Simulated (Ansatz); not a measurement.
Single-point calculation, with input and output: MnS (part 2 of 2)

The same run, continued: MnS (Fm-3m, 2 atoms in the cell); DFT r2SCAN, scalar-relativistic, plane waves, PAW, spin-polarised (Ansatz 0.2.0); cutoff 500 eV, 6×6×6 k-mesh, Gaussian smearing of 0.05 eV, collinear spins. The structure derives from an entry of the Crystallography Open Database. It belongs to a series of runs on one base structure; here: random orbitals: random, high filling.

Geometry of the input (Å; fractional positions):
```
0.0000  2.6122  2.6122
2.6122  0.0000  2.6122
2.6122  2.6122  0.0000
Mn 0.0000  0.0000  0.0000
S  0.5000  0.5000  0.5000
```

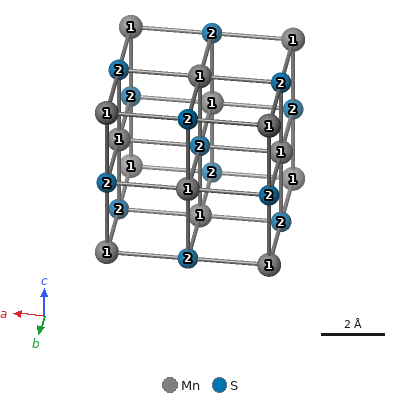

Figure 1. The structure as given in the input (ball-and-stick view of the cell 4 times as large as that of the calculation, set on its symmetry axes, seen at an oblique angle; atoms are numbered from 1 in the order of the input).

**What the program printed, continued**
```
SCF iter   1: F=—  HF=-4809.306939 eV  |F-HF|=—  |Δ(HF+E_count)|=         —  Δρ=3.88e-2 (↑3.88e-2 ↓3.17e-2)  dr2=9.14e-1  dr2_τ=2.86e-2  dr2_m=9.04e-2  M=5.000 μB ∫|m|=5.090 μB  β_m=1.00  ethr=3.10e-3  ⟨swp⟩=4.4  Hψ=2584  notcnv=0
preconditioner: auto → none  [insulator: Δε(μ)=1.805 eV  Ē_g=16.035 eV  σ=0.050 eV  W_gap=1.00  n_scr=14 (ndim 8)  ℏωp=22.4 eV  f_vac=0.000  D(μ)=0.00/eV (n_scr^D=0)  ε∞_Penn≈3.0]
SCF iter   2: F=—  HF=-4809.945443 eV  |F-HF|=—  |Δ(HF+E_count)|=   6.39e-1  Δρ=1.49e-2 (↑1.43e-2 ↓1.49e-2)  dr2=2.11e-1  dr2_τ=7.09e-3  dr2_m=1.53e-3  M=5.000 μB ∫|m|=5.061 μB  β_m=1.00  ethr=3.10e-3  ⟨swp⟩=2.3  Hψ=1203  notcnv=0  defer=39  κ⁻¹=1.0e0(r=1)
SCF iter   3: F=—  HF=-4810.199962 eV  |F-HF|=—  |Δ(HF+E_count)|=   2.55e-1  Δρ=5.49e-3 (↑5.49e-3 ↓5.45e-3)  dr2=1.91e-2  dr2_τ=1.11e-3  dr2_m=2.13e-3  M=5.000 μB ∫|m|=5.058 μB  β_m=1.00  ethr=1.01e-3  ⟨swp⟩=2.6  Hψ=1007  notcnv=0  defer=39  κ⁻¹=1.5e-2(r=2)
SCF iter   4: F=—  HF=-4810.307299 eV  |F-HF|=—  |Δ(HF+E_count)|=   1.07e-1  Δρ=1.84e-3 (↑1.84e-3 ↓1.38e-3)  dr2=1.65e-3  dr2_τ=4.98e-5  dr2_m=1.18e-4  M=5.000 μB ∫|m|=5.068 μB  β_m=1.00  ethr=9.10e-5  ⟨swp⟩=2.0  Hψ=1043  notcnv=0  defer=39  κ⁻¹=5.6e-4(r=3)
SCF iter   5: F=—  HF=-4810.336952 eV  |F-HF|=—  |Δ(HF+E_count)|=   2.97e-2  Δρ=6.27e-4 (↑4.79e-4 ↓6.27e-4)  dr2=1.48e-4  dr2_τ=8.25e-6  dr2_m=2.77e-5  M=5.000 μB ∫|m|=5.073 μB  β_m=1.00  ethr=7.87e-6  ⟨swp⟩=2.3  Hψ=1019  notcnv=0  defer=39  κ⁻¹=4.5e-5(r=4)
SCF iter   6: F=—  HF=-4810.349846 eV  |F-HF|=—  |Δ(HF+E_count)|=   1.29e-2  Δρ=4.88e-4 (↑1.21e-4 ↓4.88e-4)  dr2=2.43e-5  dr2_τ=5.19e-6  dr2_m=2.68e-5  M=5.000 μB ∫|m|=5.075 μB  β_m=1.20  ethr=7.05e-7  ⟨swp⟩=2.2  Hψ=846  notcnv=0  defer=39
Mixer restart at iter 6: flushing history
spin-set hold released at iteration 6 (site moments contracting): the magnetisation degrees of freedom join the quasi-Newton model from the next iteration; the mixer history was flushed
SCF iter   7: F=—  HF=-4810.356433 eV  |F-HF|=—  |Δ(HF+E_count)|=   6.59e-3  Δρ=3.09e-4 (↑1.04e-4 ↓3.09e-4)  dr2=1.06e-5  dr2_τ=2.11e-6  dr2_m=1.22e-5  M=5.000 μB ∫|m|=5.076 μB  β_m=1.20  ethr=1.16e-7  ⟨swp⟩=2.1  Hψ=883  notcnv=0  defer=39  κ⁻¹=1.0e0(r=1)
SCF iter   8: F=—  HF=-4810.361161 eV  |F-HF|=—  |Δ(HF+E_count)|=   4.73e-3  Δρ=9.40e-5 (↑3.13e-5 ↓9.40e-5)  dr2=2.56e-6  dr2_τ=1.91e-7  dr2_m=6.71e-7  M=5.000 μB ∫|m|=5.077 μB  β_m=1.20  ethr=5.05e-8  ⟨swp⟩=3.0  Hψ=1038  notcnv=0  defer=39  κ⁻¹=9.2e-2(r=2)
SCF iter   9: F=—  HF=-4810.361527 eV  |F-HF|=—  |Δ(HF+E_count)|=   3.66e-4  Δρ=5.74e-5 (↑2.72e-5 ↓5.74e-5)  dr2=5.87e-7  dr2_τ=3.44e-8  dr2_m=2.52e-7  M=5.000 μB ∫|m|=5.077 μB  β_m=1.20  ethr=1.22e-8  ⟨swp⟩=2.5  Hψ=881  notcnv=0  defer=39  κ⁻¹=2.9e-2(r=3)
SCF iter  10: F=—  HF=-4810.361531 eV  |F-HF|=—  |Δ(HF+E_count)|=   3.36e-6  Δρ=2.40e-5 (↑2.40e-5 ↓1.51e-5)  dr2=1.43e-7  dr2_τ=6.64e-9  dr2_m=9.66e-9  M=5.000 μB ∫|m|=5.077 μB  β_m=1.20  ethr=2.80e-9  ⟨swp⟩=3.0  Hψ=954  notcnv=0  defer=39  κ⁻¹=3.2e-3(r=4)
SCF iter  11: F=—  HF=-4810.361540 eV  |F-HF|=—  |Δ(HF+E_count)|=   9.22e-6  Δρ=1.10e-5 (↑1.10e-5 ↓4.65e-6)  dr2=1.74e-8  dr2_τ=1.21e-9  dr2_m=4.35e-9  M=5.000 μB ∫|m|=5.077 μB  β_m=1.20  ethr=6.82e-10  ⟨swp⟩=2.2  Hψ=852  notcnv=0  defer=39  κ⁻¹=2.8e-4(r=5)
SCF iter  12: F=—  HF=-4810.361546 eV  |F-HF|=—  |Δ(HF+E_count)|=   5.99e-6  Δρ=4.26e-6 (↑4.26e-6 ↓1.18e-6)  dr2=1.37e-9  dr2_τ=3.39e-10  dr2_m=1.88e-9  M=5.000 μB ∫|m|=5.077 μB  β_m=1.20  ethr=8.29e-11  ⟨swp⟩=3.0  Hψ=971  notcnv=0  defer=39  κ⁻¹=7.8e-5(r=6)
SCF iter  13: F=—  HF=-4810.361547 eV  |F-HF|=—  |Δ(HF+E_count)|=   1.30e-6  Δρ=1.15e-6 (↑9.37e-7 ↓1.15e-6)  dr2=1.43e-10  dr2_τ=5.62e-11  dr2_m=2.46e-10  M=5.000 μB ∫|m|=5.077 μB  β_m=1.20  ethr=6.50e-12  ⟨swp⟩=3.1  Hψ=988  notcnv=0  defer=39  κ⁻¹=8.0e-6(r=7)
Mixer restart at iter 13: flushing history
SCF iter  14: F=-4811.670473 eV  HF=-4811.892963 eV  |F-HF|=2.22e-1  |Δ(HF+E_count)|=         —  Δρ=2.61e-2 (↑4.26e-3 ↓2.61e-2)  dr2=3.15e-1  dr2_τ=4.30e-3  dr2_m=6.87e-2  M=4.927 μB ∫|m|=4.927 μB  β_m=1.20  ethr=1.00e-12  ⟨swp⟩=7.6  Hψ=2745  notcnv=0  defer=45
SCF iter  15: F=-4811.846752 eV  HF=-4811.820775 eV  |F-HF|=2.60e-2  |Δ(HF+E_count)|=   7.22e-2  Δρ=3.61e-3 (↑3.61e-3 ↓3.20e-3)  dr2=1.21e-2  dr2_τ=4.45e-4  dr2_m=1.13e-3  M=4.972 μB ∫|m|=4.972 μB  β_m=1.20  ethr=1.00e-12  ⟨swp⟩=7.2  Hψ=2732  notcnv=0  defer=45  κ⁻¹=1.0e0(r=1)
SCF iter  16: F=-4811.850483 eV  HF=-4811.839870 eV  |F-HF|=1.06e-2  |Δ(HF+E_count)|=   1.91e-2  Δρ=2.48e-3 (↑2.48e-3 ↓1.70e-3)  dr2=2.60e-3  dr2_τ=8.04e-5  dr2_m=2.83e-4  M=4.972 μB ∫|m|=4.972 μB  β_m=1.20  ethr=1.00e-12  ⟨swp⟩=6.6  Hψ=2509  notcnv=0  defer=50  κ⁻¹=2.1e-2(r=2)
SCF iter  17: F=-4811.851139 eV  HF=-4811.844620 eV  |F-HF|=6.52e-3  |Δ(HF+E_count)|=   4.75e-3  Δρ=1.24e-3 (↑9.52e-4 ↓1.24e-3)  dr2=8.83e-4  dr2_τ=3.64e-5  dr2_m=1.84e-5  M=4.972 μB ∫|m|=4.972 μB  β_m=1.20  ethr=1.00e-12  ⟨swp⟩=6.0  Hψ=2043  notcnv=0  defer=50  κ⁻¹=2.5e-3(r=3)
SCF iter  18: F=-4811.851484 eV  HF=-4811.850492 eV  |F-HF|=9.92e-4  |Δ(HF+E_count)|=   5.87e-3  Δρ=3.80e-4 (↑3.80e-4 ↓3.67e-4)  dr2=1.15e-4  dr2_τ=1.14e-6  dr2_m=3.38e-6  M=4.972 μB ∫|m|=4.972 μB  β_m=1.20  ethr=1.00e-12  ⟨swp⟩=5.9  Hψ=2028  notcnv=0  defer=50  κ⁻¹=3.3e-4(r=4)
SCF iter  19: F=-4811.851546 eV  HF=-4811.851344 eV  |F-HF|=2.03e-4  |Δ(HF+E_count)|=   8.52e-4  Δρ=2.04e-4 (↑2.04e-4 ↓1.70e-4)  dr2=1.83e-5  dr2_τ=2.60e-7  dr2_m=2.98e-6  M=4.972 μB ∫|m|=4.972 μB  β_m=1.20  ethr=1.00e-12  ⟨swp⟩=5.4  Hψ=1801  notcnv=0  defer=50  κ⁻¹=7.7e-5(r=5)
SCF iter  20: F=-4811.851562 eV  HF=-4811.851543 eV  |F-HF|=1.87e-5  |Δ(HF+E_count)|=   1.99e-4  Δρ=5.16e-5 (↑5.16e-5 ↓4.71e-5)  dr2=9.80e-7  dr2_τ=6.40e-8  dr2_m=4.99e-8  M=4.972 μB ∫|m|=4.972 μB  β_m=1.20  ethr=1.00e-12  ⟨swp⟩=4.3  Hψ=1520  notcnv=0  defer=50  κ⁻¹=2.2e-6(r=6)
SCF iter  21: F=-4811.851563 eV  HF=-4811.851556 eV  |F-HF|=6.56e-6  |Δ(HF+E_count)|=   1.32e-5  Δρ=3.38e-5 (↑3.38e-5 ↓3.20e-5)  dr2=3.90e-7  dr2_τ=2.47e-8  dr2_m=5.28e-8  M=4.972 μB ∫|m|=4.972 μB  β_m=1.20  ethr=1.00e-12  ⟨swp⟩=3.6  Hψ=1218  notcnv=0  defer=50  κ⁻¹=3.5e-7(r=7)
SCF iter  22: F=-4811.851563 eV  HF=-4811.851563 eV  |F-HF|=3.80e-8  |Δ(HF+E_count)|=   7.09e-6  Δρ=4.30e-6 (↑4.14e-6 ↓4.30e-6)  dr2=4.27e-9  dr2_τ=6.00e-10  dr2_m=2.75e-9  M=4.972 μB ∫|m|=4.972 μB  ethr=1.00e-12  ⟨swp⟩=6.6  Hψ=3461  notcnv=0
SCF 1 converged in 22 iterations: F = -4811.851563 eV  dr2 = 4.27e-9
  greatest PAW one-centre occupation: 1.006 electrons in one spin orbital (limit 2), on the Mn atom at site 0 (counted from 0), in its partial waves of l = 1
this state was not tested for a lower state beside it, because the mixer in use, unlike msr1, does not test its closes by its own steps (another_mixer; see scf.mixing.algorithm and scf.lower_state_search)
SCF converged after 22 iterations
Magnetization: 4.9722 μB (12.9861 up, 8.0139 down)
Absolute magnetization: 4.9722 μB (∫|ρ↑−ρ↓|, with the PAW one-centre terms)
Spin contamination: 0.0137 ħ² per cell (⟨S²⟩ above its minimum at these occupations)
Per-site moments (μB) at R_I (Å): [(4.454040636562715, 1.0775530796250001), (0.17959195081520193, 1.0775530796250001)]
Free energy (F): -4811.851563 eV
Harris-Foulkes:  -4811.851563 eV  (|F-HF|=3.80e-8)
Internal energy: -4811.851066 eV  (E = F + TS)
E sigma→0 (E₀):  -4811.851315 eV
Entropy (-TS):   -0.000497 eV (-0.248 meV/atom)
Fermi energy:    10.203824 eV
--- Per-component energies (eV) ---
  E_band       = -321.902407
  E_kinetic    = 405.757454
  E_local      = -2467.156461  (includes V_loc(G=0)·N_el)
  E_nonlocal   = 284.318770
  E_hartree    = 1012.624793
  E_xc         = -198.866538
  E_vxc        = -251.704044  (∫ρ·V_xc dr)
  E_paw        = -1928.733426  (= ΣΔE_a)
  E_vpaw       = -333.419883  (= ΣTr[D̂ρ^β])
  E_aug_tail   = -0.000003  (compensation charges beyond the density's cutoff)
  E_vtau       = 15.051124  (kinetic-family band-sum trace: ∫τ·v_τ [+ j·A + Jᵃ·Aᵃ] dr)
  E_ewald      = -1919.402845
  E_core_change = -0.392810  (= ΣΔE_core)
  E_smearing   = -0.000497  (= −TS)
  E_closure    = 0.000000  (closes the sum)
  Σ components = -4811.851563   (vs F -4811.851563, Δ=0.00e0)
--- Specified on-site occupations, and those of the state reported ---
  electrons in the specified blocks: 4.9500 specified, 5.3149 found
  site 0 (l=d) ↓: largest change of an orbital's occupation 0.1010; electrons 0.1000 specified, 0.3478 found; spectral distance 0.1453
  site 0 (l=d) ↑: largest change of an orbital's occupation 0.0276; electrons 4.8500 specified, 4.9671 found; spectral distance 0.0536
--- Forces (eV/Å), atoms counted from 1 ---
  atom   1  Mn    -0.00000000    -0.00000000     0.00000000
  atom   2  S      0.00000000    -0.00000000    -0.00000000
  max |Σ_I F_I| component: 2.56e-30 eV/Å
--- Stress (GPa, compression-positive) ---
       -0.390382       0.000000      -0.000000
       -0.000000      -0.390382       0.000000
       -0.000000       0.000000      -0.390382
  P = ⅓ Tr σ = -0.3904 GPa (-3.904 kbar)
--- Band table (eV; the first three rows and the last of 32) ---
  k-point 0 ↑: bands = ["-75.5600", "-43.0452", "-43.0452", "-43.0452", "-5.0063", "6.1473", "6.1473", "6.1473", "6.2316", "6.2316", "8.1428", "8.1428", "8.1428", "12.2144", "18.9063", "18.9063", "18.9063"]
  k-point 1 ↑: bands = ["-75.5599", "-43.0470", "-43.0455", "-43.0455", "-4.7302", "5.5809", "5.6988", "5.6988", "6.2659", "6.2659", "7.2104", "8.7878", "8.7878", "13.5693", "17.4978", "18.4957", "18.4957"]
  k-point 2 ↑: bands = ["-75.5597", "-43.0507", "-43.0460", "-43.0460", "-4.0672", "3.7863", "5.0469", "5.0469", "6.4895", "6.4895", "6.9887", "9.7432", "9.7432", "13.8016", "16.6370", "16.6370", "18.0649"]
  k-point 15 ↓: bands = ["-69.2512", "-36.7685", "-36.7655", "-36.7641", "-3.0878", "4.8310", "5.9175", "6.1663", "11.3096", "12.1295", "12.5095", "12.6343", "12.7222", "15.2393", "18.1025", "19.7353", "20.2072"]
Occupation matrices written to [file]
--- Löwdin populations: 2 sites ---
  site symbol       q [e]    m [muB]
     0     Mn     13.8608     4.6829
     1      S      7.0072     0.2521
  spilling = 0.006283 (of n_electrons = 21.000000)
--- Occupation matrices: 1 shell (run DFT+U table (all-electron-ortho-atomic); ε = 2.00e-2, provisional) ---
  Mn0 d_3D: site group Oh (m-3m)
  Mn0 d_3D up     Tr n = 4.9671  λ = 0.987 0.987 0.998 0.998 0.998  [5× z2 0.20 (T2g 0.60) T2g(0.60)]
  Mn0 d_3D dn     Tr n = 0.3478  λ = 0.035 0.035 0.035 0.121 0.121  [3× xz 0.33 (T2g 1.00) T2g(1.00) | 2× z2 0.50 (Eg 1.00) Eg(1.00)]
  specified occupation → Mn0 d_3D up: matrix, ‖Δ‖_F = 0.0536, Tr Δ = -0.1171, displaced = 0.0586, d_λ = 0.0536; orbital distance = 0.0000
  specified occupation → Mn0 d_3D dn: matrix, ‖Δ‖_F = 0.1453, Tr Δ = -0.2478, displaced = 0.1239, d_λ = 0.1453; orbital distance = 0.0000
  Tr n, λ and their labels are of the run-group-symmetrised matrices; stabiliser: 48 of 96 elements of G0×{1,Θ} (closed), max defect 2.3e-15 at τ = 4.2e-3
```

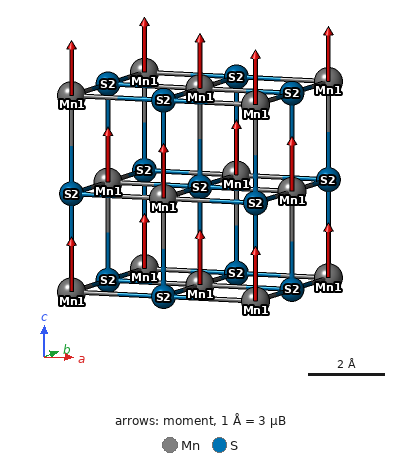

Figure 2. Magnetic moments of the sites as red arrows (ball-and-stick view of the cell 4 times as large as that of the calculation, set on its symmetry axes, seen slightly off an axis; atoms are numbered from 1 in the order of the input); small moments hardly show. The run is collinear, so the axis drawn is arbitrary. Site moments: Mn1 (4.45 μB); S2 (0.18 μB). They are counted near the atoms and needn't add up to the moment of the cell.

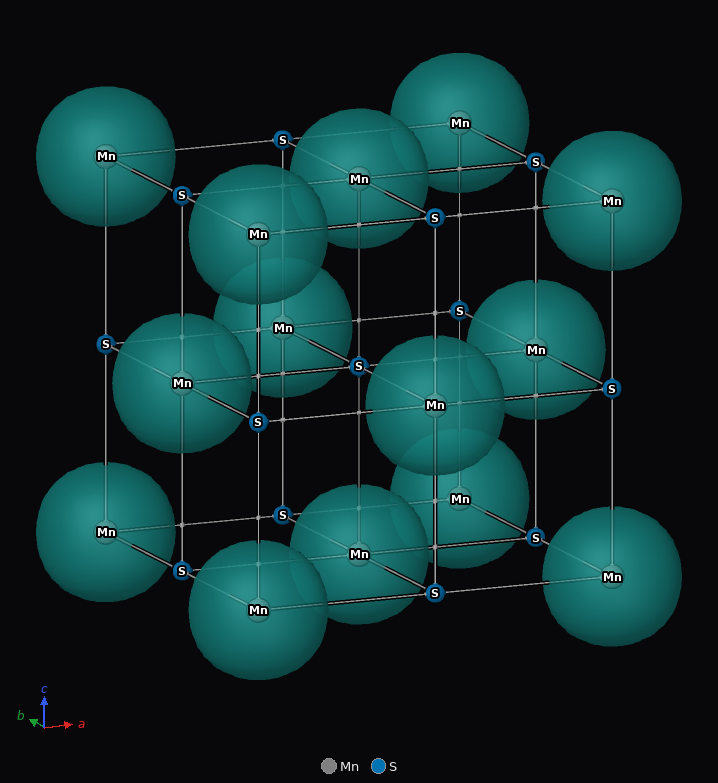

Figure 3. Isosurface of the magnetisation density (up minus down) at +0.2 e/Å³ (teal), seen slightly off an axis. Sticks mark near contacts. The outline is the cell set on symmetry axes. The cell of the calculation (2 atoms) carries 5.0 μB net. In a PAW calculation such maps are meaningful between the atoms, not at the nuclei.

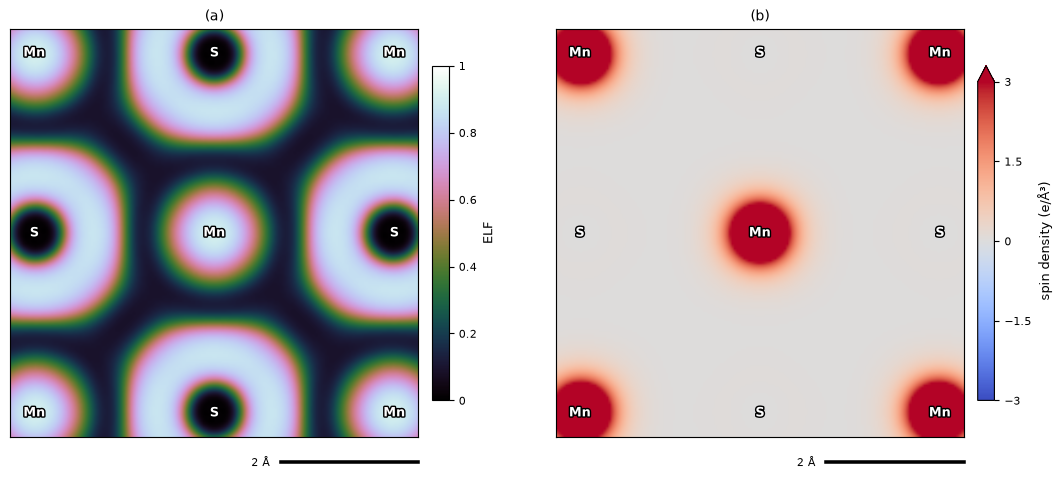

Figure 4. (a) electron localisation function; (b) spin density (up minus down) on the (100) plane of the conventional cell. Atoms in the plane: Mn and S. Mn–S (2.61 Å): the ELF is about 0.40 at the midpoint; no shared pair; the contact is polar. The strong features right at Mn lie inside the PAW spheres (semicore, d or f shells) and say nothing about bonding. The cell of the calculation (2 atoms) carries 5.0 μB net.

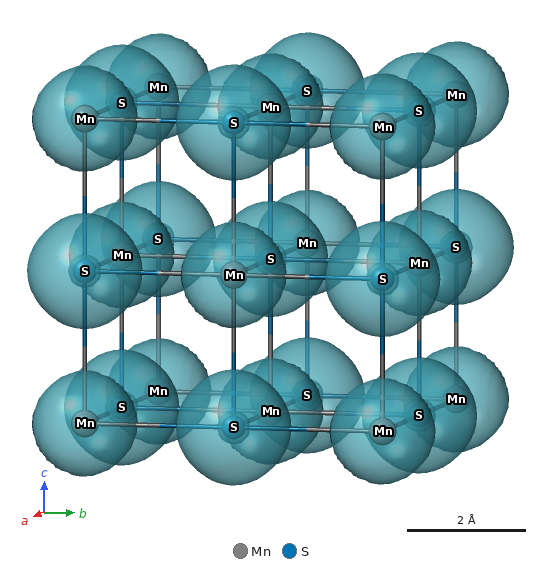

Figure 5. Isosurface of the valence charge density (pseudo) at 0.6 e/Å³ (cyan), seen slightly off an axis. Sticks mark near contacts. The outline is the cell set on symmetry axes. At this value the density breaks into separate islands; it holds about 75 % of the electrons treated as valence (semicore included). It is pinched off along the Mn–S (2.61 Å) contacts. On the grid the lowest density along these lines, outside the cores, is 0.28 e/Å³ (Mn–S, 2.61 Å).
